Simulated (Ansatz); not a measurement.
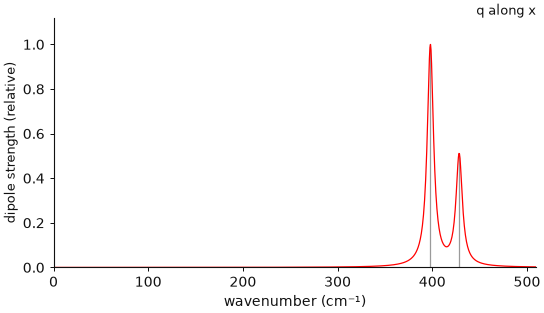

The figure shows the polar optical modes, transverse and longitudinal, approaching the zone centre along x for GaP, space group F-43m (No. 216). Lines are broadened by Lorentzians of 8 cm⁻¹ full width; the spectrum is scaled to its strongest line.

The given structure:
```
CELL_PARAMETERS angstrom
0.00000 2.64559 2.64559
2.64559 0.00000 2.64559
2.64559 2.64559 0.00000
ATOMIC_POSITIONS crystal
Ga 0.00000 0.00000 0.00000
P 0.75000 0.75000 0.75000
```

How it was computed, with Ansatz 0.2.0: optical phonons of an insulator on the approach to the zone centre along x, y and z with the field of polar modes, imaginary frequencies are negative, field response on a mesh refined by the program; plane waves with PAW datasets. Level: PBE, no spin polarisation.

wave cutoff 420 eV; k mesh 10×10×10; occupations fixed; pressure 12 GPa.

Which of the stronger lines are transverse and which longitudinal?

Answer. The transverse (TO, twofold) lines lie at 398.0 and the longitudinal (LO) ones at 428.4 cm⁻¹, the same along x, y and z by the cubic symmetry.

Keep in mind: field response not converged on the k mesh.

The computed values:

```csv
at,frequency (cm⁻¹),degeneracy,dipole strength ((D/Å)²/amu)
x,398.0,2,8.64
x,428.4,1,4.32
```
